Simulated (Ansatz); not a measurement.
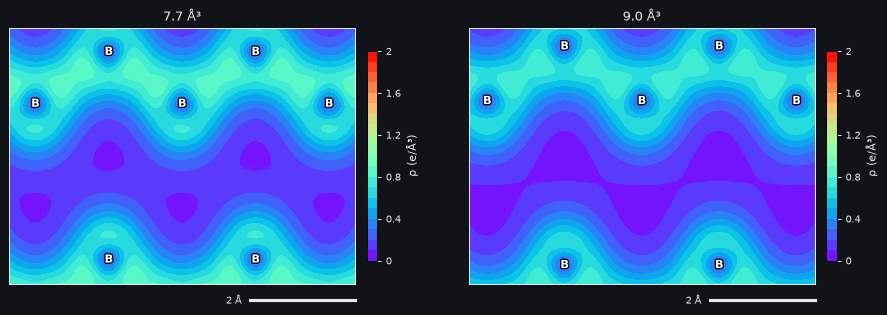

B. The valence charge density (pseudo) of cells scaled evenly to different volumes (given per atom above each panel), on the (11̄0) plane of each (indices in the axes of the cell below), at one length scale and on one colour scale.

A generated structure, not necessarily the stable one.

All numbers below come from Ansatz, DFT, LDA (PW92), plane waves (420 eV) with PAW, scalar-relativistic.

The density is the valence pseudo-density of a PAW calculation; it isn't the true density close to the nuclei.

The largest cell:

```
CELL_PARAMETERS angstrom
0.00000 2.07851 2.07851
2.07851 0.00000 2.07851
2.07851 2.07851 0.00000
ATOMIC_POSITIONS crystal
B 0.12500 0.12500 0.12500
B 0.87500 0.87500 0.87500
```

| volume (Å³/atom) | B–B contact in the plane (Å) | ρ at its midpoint (e/Å³) | 
| --- | --- | --- |
| 7.70 | 1.710 | 0.823 | 
| 8.02 | 1.733 | ? | 
| 8.98 | 1.800 | 0.717 | 

> Estimate the missing row, and compare with the calculation.

Over the known rows ln ρ falls by 1.53 per Å of B–B distance (the line through the two), which gives 0.795 e/Å³ at 1.733 Å; the calculation gives 0.794 e/Å³.
